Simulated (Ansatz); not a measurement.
# C(111) slab, H on the bottom face (63 atoms): geometry optimisation, part 2 of 3

How does C(111) slab, H on the bottom face (63 atoms) relax, and what do bonds, charges and levels look like afterwards?

Ansatz 0.2.0; Kohn-Sham DFT, PBE+D3(BJ), PAW (set soft_2), plane waves.

The cell: 54 C and 9 H. The main run has no spin polarisation.

So far. Step 2 (Single point at the start): Neighbours are counted within 1.85 Å (C-C), 1.34 Å (C-H).

## Step 3: Relaxation

The atoms are relaxed in the fixed cell, aiming at the force tolerance of the input.

Contents of input.yaml:

```yaml
crystal:
  lattice:
    - [7.56675, 0.0, 0.0]
    - [-3.78337, 6.553, 0.0]
    - [0.0, 0.0, 17.72367]
  atoms:
    [... the 63 atom lines of step 2 ...]
kpoints:
  mp_grid: { grid: [2, 2, 1] }
hamiltonian:
  xc: pbe
  dispersion: d3bj
scf:
  occupations: { method: gaussian, width: 0.025 }
output:
  forces: true
relax:
  f_tol: 0.03
  max_steps: 200
  constraints:
    - { sites: [0, 1, 6, 7, 12, 13, 18, 19, 24, 25, 30, 31, 36, 37, 42, 43, 48, 49, 54, 55, 56, 57, 58, 59, 60, 61, 62], fix: xyz }
```

On the command line:

```sh
ansatz run input.yaml --threads 4 --pin off --max-ram 8192MiB --backend cpu --events-out ev --progress --plain --runs-dir out
```

Numbers of over 12 decimals in the logs are rounded to 6 here.

The log of the run:

```text
[...]
Crystal: 63 atoms, lattice volume = 878.827 Å³
Basis set: ecut = 420 eV, 17183 PW (Γ), exchange–correlation on 108×108×240 points (8 copies of the dense FFT grid, shifted against one another)
Bands: 176, of which v1, the nominal top of the filled ones, is band 113 counted from 1 (112 counted from 0)
Symmetry: 1 space group operations
[...]
k-points: 4
[...]
SCF iter   1: F=—  HF=-13675.526778 eV  |F-HF|=—  |Δ(HF+E_count)|=         —  Δρ=1.92e-2  dr2=1.07e1  ethr=1.77e-3  ⟨swp⟩=9.0  Hψ=4195  notcnv=0  defer=159
[...]
SCF iter  17: F=-13674.199127 eV  HF=-13674.199132 eV  |F-HF|=5.20e-6  |Δ(HF+E_count)|=   1.13e-5  Δρ=3.41e-5  dr2=1.54e-5  ethr=1.00e-8  ⟨swp⟩=4.0  Hψ=1953  notcnv=0
SCF 1 converged in 17 iterations: F = -13674.199127 eV  dr2 = 1.54e-5
[...]
relax step   1: F+E_penalty+E_count = -13674.19912653 eV  Δ(F+E_penalty+E_count) = +0.000e0 eV  max|allowed force component| = 5.199e0 eV/Å  Δτ_max = 0.0000 Å  (17 SCF iters, dr2 threshold 2.25e-5 eV, accepted)
[...]
relax step   2: F+E_penalty+E_count = -13678.19657176 eV  Δ(F+E_penalty+E_count) = -3.997e0 eV  max|allowed force component| = 2.705e0 eV/Å  Δτ_max = 0.1490 Å  (12 SCF iters, dr2 threshold 1.00e-4 eV, accepted)
[...]
relax step   3: F+E_penalty+E_count = -13679.23016664 eV  Δ(F+E_penalty+E_count) = -1.034e0 eV  max|allowed force component| = 9.771e-1 eV/Å  Δτ_max = 0.2000 Å  (11 SCF iters, dr2 threshold 1.00e-4 eV, accepted)
relax step   4: F+E_penalty+E_count = -13679.21494712 eV  Δ(F+E_penalty+E_count) = +1.522e-2 eV  max|allowed force component| = 1.256e0 eV/Å  Δτ_max = 0.1945 Å  (10 SCF iters, dr2 threshold 1.00e-4 eV, rejected (line search))
relax step   5: F+E_penalty+E_count = -13679.37305185 eV  Δ(F+E_penalty+E_count) = -1.429e-1 eV  max|allowed force component| = 2.183e-1 eV/Å  Δτ_max = 0.0941 Å  (15 SCF iters, accepted)
relax step   6: F+E_penalty+E_count = -13679.39198574 eV  Δ(F+E_penalty+E_count) = -1.893e-2 eV  max|allowed force component| = 8.573e-2 eV/Å  Δτ_max = 0.0518 Å  (11 SCF iters, dr2 threshold 2.98e-6 eV, accepted)
relax step   7: F+E_penalty+E_count = -13679.39418341 eV  Δ(F+E_penalty+E_count) = -2.198e-3 eV  max|allowed force component| = 4.313e-2 eV/Å  Δτ_max = 0.0138 Å  (11 SCF iters, accepted)
relax step   8: F+E_penalty+E_count = -13679.39547490 eV  Δ(F+E_penalty+E_count) = -1.291e-3 eV  max|allowed force component| = 5.081e-2 eV/Å  Δτ_max = 0.0123 Å  (12 SCF iters, accepted)
relax step   9: F+E_penalty+E_count = -13679.39549546 eV  Δ(F+E_penalty+E_count) = -2.057e-5 eV  max|allowed force component| = 9.081e-2 eV/Å  Δτ_max = 0.0287 Å  (9 SCF iters, accepted)
relax step  10: F+E_penalty+E_count = -13679.38971556 eV  Δ(F+E_penalty+E_count) = +5.780e-3 eV  max|allowed force component| = 2.692e-1 eV/Å  Δτ_max = 0.0193 Å  (8 SCF iters, dr2 threshold 8.25e-6 eV, rejected (line search))
[...]
relax step  11: F+E_penalty+E_count = -13679.39711228 eV  Δ(F+E_penalty+E_count) = -1.617e-3 eV  max|allowed force component| = 2.067e-2 eV/Å  Δτ_max = 0.0096 Å  (9 SCF iters, accepted)
SCF converged after 9 iterations
Free energy (F): -13679.397112 eV
[...]
Internal energy: -13679.395038 eV  (E = F + TS)
E sigma→0 (E₀):  -13679.396075 eV
Entropy (-TS):   -0.002075 eV (-0.033 meV/atom)
Fermi energy:    3.324814 eV
[...]
--- Forces (eV/Å), atoms counted from 1 ---
  atom   1  C     -0.19391686    -1.18117407    -0.18028263
  atom   2  C      0.90196058     0.45752782     0.96330777
  atom   3  C      0.00266003     0.00545903     0.00488719
  atom   4  C      0.00470600    -0.00541437     0.00790290
  atom   5  C      0.00668930    -0.00061979     0.00995339
  atom   6  C     -0.00155957     0.00094445    -0.01115594
  atom   7  C     -1.92916907    -0.60673491    -0.97709229
  atom   8  C      1.34987289     0.84668889    -0.04019169
  atom   9  C      0.01155629    -0.00172907     0.01028736
  atom  10  C      0.00251545     0.00036174    -0.00345611
  atom  11  C      0.00853996     0.00485324    -0.00878707
  atom  12  C      0.00113620    -0.00055863     0.01310491
  atom  13  C      0.46458238     0.77281652    -1.09869770
  atom  14  C     -0.64657440     0.36680273     2.79770176
[...]
atom  62  H     -0.09328744    -0.28366791     0.52203790
  atom  63  H     -0.03445894    -0.09203926    -1.38469120
  max |Σ_I F_I| component: 8.27e-5 eV/Å
--- Relaxed structure (11 steps of the walk, 9 accepted, 0 SCFs on fresh bases) ---
  F+E_penalty+E_count = -13679.39711228 eV   max|allowed force component| = 2.067e-2 eV/Å
  atoms:
    - { symbol: C, position: [0.446360, 0.894110, 0.4287] }
    - { symbol: C, position: [0.330130, 0.999840, 0.400840] }
    - { symbol: C, position: [0.222013, 0.778549, 0.542759] }
    - { symbol: C, position: [0.444611, 0.890845, 0.516379] }
[...]
- { symbol: H, position: [0.99994, 0.33129, 0.339650] }
```

It took 2.1 min on 4 threads of Arm Neoverse V2, shared host; peak memory 3 GiB; 7.7 min of CPU time.

The steps of the relaxation:

| step | energy less that of the first step (eV) | largest force component, free atoms (eV/Å) |
| --- | --- | --- |
| 1 | 0.0000 | 5.1990 |
| 2 | -3.9974 | 2.7052 |
| 3 | -5.0310 | 0.9771 |
| 4 | -5.0158 | 1.2557 |
| 5 | -5.1739 | 0.2183 |
| 6 | -5.1929 | 0.0857 |
| 7 | -5.1951 | 0.0431 |
| 8 | -5.1963 | 0.0508 |
| 9 | -5.1964 | 0.0908 |
| 10 | -5.1906 | 0.2692 |
| 11 | -5.1980 | 0.0207 |

Relaxation steps 4, 10 were tried and not accepted.

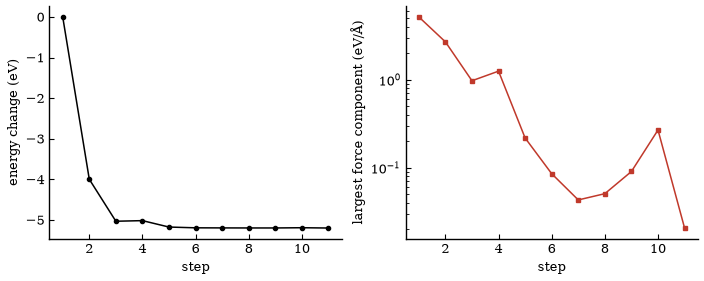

Energy and largest force along the relaxation.

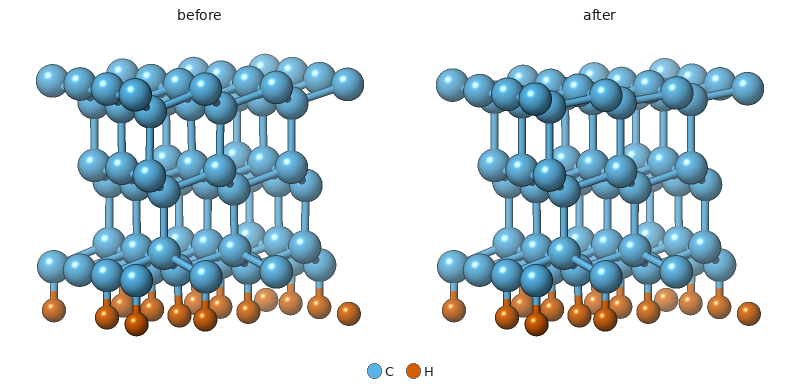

The structure before and after the relaxation, drawn at the same scale. Bonds to atoms that aren't drawn are left out.

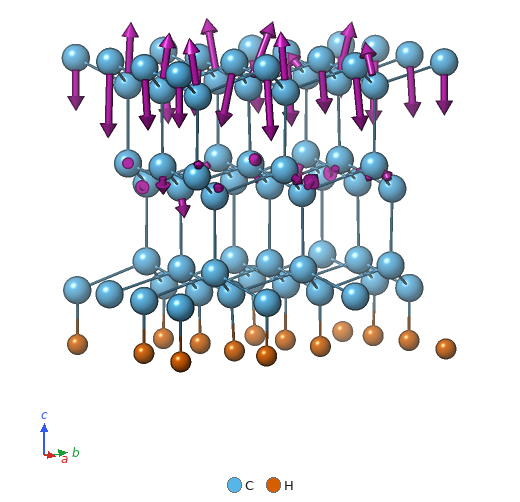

Displacements in the relaxation, exaggerated; the longest in the cell stands for 0.16 Å. Bonds to atoms that aren't drawn are left out. Some periodic images of atoms are drawn too.

The atoms that moved most (Å):

| atom | dx | dy | dz | length |
| --- | --- | --- | --- | --- |
| C5 | 0.002 | -0.005 | -0.165 | 0.165 |
| C11 | -0.016 | 0.016 | -0.159 | 0.160 |
| C53 | 0.026 | 0.003 | -0.156 | 0.158 |
| C30 | -0.029 | 0.063 | 0.138 | 0.155 |
| C41 | -0.032 | -0.020 | -0.138 | 0.143 |
| C47 | 0.001 | 0.014 | -0.136 | 0.137 |
| C12 | -0.038 | -0.013 | 0.129 | 0.135 |
| C17 | -0.010 | 0.011 | -0.131 | 0.132 |

The relaxation changed the energy by -82.5 meV/atom, and atoms moved by 0.072 Å r.m.s., 0.17 Å at most.

## Step 4: Structure statistics after relaxation

Bonds before and after, by the cutoffs listed below:

| pair | bonds before | bonds after | mean before (Å) | mean after (Å) | spread before (Å) | spread after (Å) |
| --- | --- | --- | --- | --- | --- | --- |
| C-C | 99 | 99 | 1.545 | 1.538 | 0.027 | 0.057 |
| C-H | 9 | 9 | 1.084 | 1.084 | 0.034 | 0.034 |

Normalised to the volume that the atoms fill. Pair distribution functions g(r), in bins of 0.2 Å:

| r (Å) | total | C-C | C-H | H-H |
| --- | --- | --- | --- | --- |
| 1.00 | 0.41 | 0.00 | 1.66 | 0.00 |
| 1.20 | 0.18 | 0.00 | 0.73 | 0.00 |
| 1.40 | 1.08 | 1.47 | 0.00 | 0.00 |
| 1.60 | 2.13 | 2.90 | 0.00 | 0.00 |
| 1.80 | 0.00 | 0.00 | 0.00 | 0.00 |
| 2.00 | 0.02 | 0.00 | 0.07 | 0.00 |
| 2.20 | 0.42 | 0.00 | 1.73 | 0.00 |
| 2.40 | 0.84 | 0.99 | 0.00 | 5.50 |
| 2.60 | 2.76 | 3.39 | 0.26 | 10.27 |
| 2.80 | 0.77 | 0.40 | 1.96 | 0.00 |
| 3.00 | 1.82 | 2.48 | 0.00 | 0.00 |
| 3.20 | 0.07 | 0.00 | 0.29 | 0.00 |
| 3.40 | 0.33 | 0.08 | 1.12 | 0.00 |
| 3.60 | 0.60 | 0.80 | 0.05 | 0.00 |
| 3.80 | 1.06 | 1.37 | 0.21 | 0.00 |
| 4.00 | 0.30 | 0.30 | 0.36 | 0.00 |
| 4.20 | 0.44 | 0.17 | 1.29 | 0.00 |
| 4.40 | 1.84 | 2.16 | 0.57 | 5.25 |
| 4.60 | 1.00 | 1.11 | 0.73 | 0.00 |
| 4.80 | 0.09 | 0.11 | 0.03 | 0.00 |
| 5.00 | 0.83 | 0.79 | 0.72 | 3.52 |
| 5.20 | 1.01 | 1.05 | 0.96 | 0.42 |
| 5.40 | 0.48 | 0.44 | 0.64 | 0.00 |
| 5.60 | 0.79 | 0.91 | 0.49 | 0.00 |
| 5.80 | 0.52 | 0.71 | 0.00 | 0.00 |
| 6.00 | 0.15 | 0.00 | 0.63 | 0.00 |
| 6.20 | 0.49 | 0.43 | 0.71 | 0.00 |
| 6.40 | 0.62 | 0.69 | 0.47 | 0.00 |

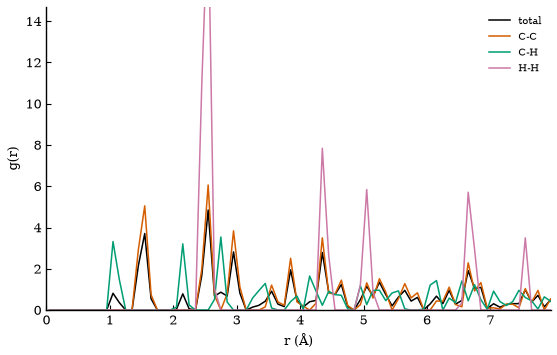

Pair distribution functions, with peaks cut at 14.

Bonds by pair of elements; cutoffs follow the first minimum of g(r), held within bounds set by covalent radii, and pairs that aren't listed don't count as bonded:

| pair A-B | cutoff (Å) | bonds | mean length (Å) | spread (Å) | shortest (Å) | B about A | A about B |
| --- | --- | --- | --- | --- | --- | --- | --- |
| C-C | 1.85 | 99 | 1.54 | 0.057 | 1.48 | 3.67 | 3.67 |
| C-H | 1.34 | 9 | 1.08 | 0.034 | 1.02 | 0.167 | 1 |

How many atoms have how many bonded neighbours:

| element | mean | 1 | 3 | 4 |
| --- | --- | --- | --- | --- |
| C | 3.83 | 0 | 9 | 45 |
| H | 1 | 9 | 0 | 0 |

Bond angles (no mean is given where the spread exceeds 20°):

| angle | count | mean (°) | spread (°) |
| --- | --- | --- | --- |
| C-C-C | 270 | 110 | 4.5 |
| C-C-H | 27 | 109 | 2.2 |

Bond length by coordination (bonds to H left out):

| element | coordination | atoms | mean bond length (Å) |
| --- | --- | --- | --- |
| C | 3 | 9 | 1.48 |
| C | 4 | 45 | 1.55 |

By these cutoffs 83 % of C atoms have 4 and all H atoms have 1 bonded neighbour. The C-C-C angle averages 110° with a spread of 4°.

(Part 2 of 3 ends here.)

[Logs are printed without paths, hosts, clocks, repeated set-up lines and the standing remarks that a program may print on its own settings, such as how far it seeks lower states.]

[Hosts, paths, dates, database ids (printed as entryN), source tags and the programs' standing remarks are cut or masked in the printed files.]
